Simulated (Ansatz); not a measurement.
Input of the run:

```yaml
crystal:
  lattice:
    - [0.0, 2.703, 2.703]
    - [2.703, 0.0, 2.703]
    - [2.703, 2.703, 0.0]
  atoms:
    - { symbol: Ni, position: [0.0, 0.0, 0.0], spin: 1.0 }
    - { symbol: Si, position: [0.75, 0.75, 0.75] }
    - { symbol: Si, position: [0.25, 0.25, 0.25] }
hamiltonian:
  xc: pbesol
  pseudopotentials: { kind: paw }
magnetization:
  spin_polarized: true
kpoints:
  mp_grid: { grid: [9, 9, 9] }
scf:
  occupations: { method: fermi_dirac, width: 0.05 }
  n_extra_bands: 7
output:
  forces: true
  stress: true
  eigenvalues: true
  dos: { projected: true, de: 0.05, nscf_kmesh: { grid: [14, 14, 14] } }
```

System: fluorite-type NiSi$_{2}$, space group Fm-3m, 3 atoms in the primitive cell.

Ansatz 0.2.0; PBEsol, Ansatz PAW, collinear spin, ferromagnetic start that ends with little or no moment, no spin-orbit coupling, 9×9×9 k mesh in the self-consistent step, 420 eV cutoff, Fermi-Dirac smearing of 0.05 eV.

What will the density of states look like?

It is a metal. The density of states at the Fermi level is about 0.89 per eV and cell (mean within 0.25 eV), or 0.3 per atom. By projected weight, the states within 0.3 eV of the Fermi level are Si (62 %) and Ni (38 %). The tallest peak in the window is at −3.5 eV; by projected weight it is Ni almost alone.

The density of states comes from the program's own step for it, whose mesh and broadening can differ from those of the self-consistent step. The PAW data sets were made with another functional.

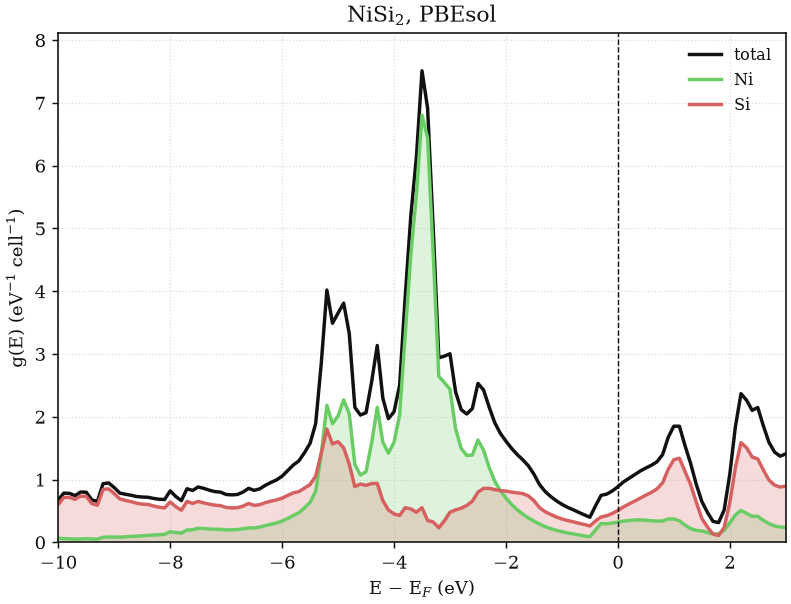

Density of states. Energies are counted from the Fermi level. The partial curves are projected on Löwdin-orthogonalised atomic shells.
